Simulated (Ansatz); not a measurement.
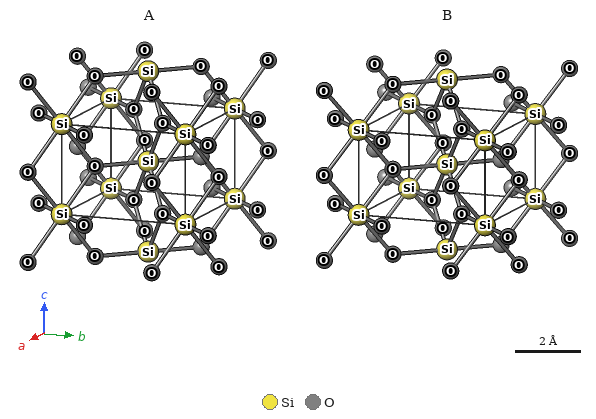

Two geometries of solid SiO₂ (a generated structure, set up in P4_2/mnm), drawn at one scale. One is the start of a relaxation, the other its converged end. The picture is a ball-and-stick view of the cell of the calculation, seen slightly off an axis.

The calculation used DFT PBEsol, scalar-relativistic, plane waves, PAW (Ansatz). Settings: plane-wave cutoff 420 eV; k-point mesh 6 × 6 × 8; occupations gaussian; smearing width 0.02 eV; no spin polarisation; cell and atoms relaxed; force threshold 0.01 eV/Å; at most 60 steps.

Q: Which geometry has the lower energy?

A: Structure B is the relaxed one. Case: Ru → Si on all its sites, cell and atoms relaxed. After 5 accepted moves (7 points after the start) the energy has fallen by 50.1 meV per atom. The largest force component goes from 0.27 to 0.00032 eV/Å. Pressure: −7.80 GPa at the start and 0.05 GPa at the end. The SCF was repeated twice at an unchanged geometry on a basis and grid sized afresh for the cell, which shifted the energy by 0.4 meV per atom at most. The atoms keep their places relative to the cell (all moves are under 0.005 Å). The volume changes by −1.8 %, with a = b 4.108 → 4.194 Å (+2.1 %), c 2.844 → 2.679 Å (−5.8 %). Some distances before and after: O–Si 1.814 → 1.766 Å, O–Si 1.778 → 1.815 Å. Among the angles between lasting bonds that change: Si–O–Si 103.2° → 98.7°, O–Si–O 76.8° → 81.3°, O–Si–O 103.2° → 98.7°. The space group stays P4_2/mnm (No. 136). The run took 21 s on 1 thread of Arm Neoverse V2, with other jobs on the host, peak memory 0.33 GiB.
